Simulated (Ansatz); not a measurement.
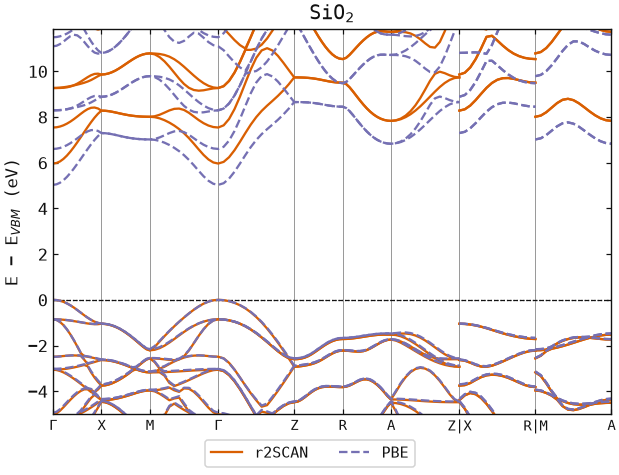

Band structures of rutile-type SiO₂, space group P4_2/mnm (No. 136), 6 atoms in the cell (a = 4.233 Å, c = 2.693 Å (tetragonal axes)), by two methods on the same cell. Each is counted from its own valence-band top.

How do the methods compare?

r2SCAN gives a gap of 5.96 eV along the path and PBE gives a gap of 5.03 eV along the path. Over the top 3 filled bands the two differ by 0.03 eV on average.

Settings. r2SCAN: Ansatz PAW, no spin polarisation, no spin-orbit coupling, 6×6×10 k mesh, 500 eV cutoff, Fermi-Dirac smearing of 0.05 eV (Ansatz). PBE: Ansatz PAW, no spin polarisation, no spin-orbit coupling, 6×6×10 k mesh, 420 eV cutoff, Fermi-Dirac smearing of 0.05 eV (Ansatz 0.2.0).

The cell is at −0 GPa in PBE and −10 GPa in r2SCAN. LDA, GGA and most meta-GGA functionals understate gaps. The usual form of SiO2 is α-quartz. r2SCAN: the PAW data sets were made with another functional.
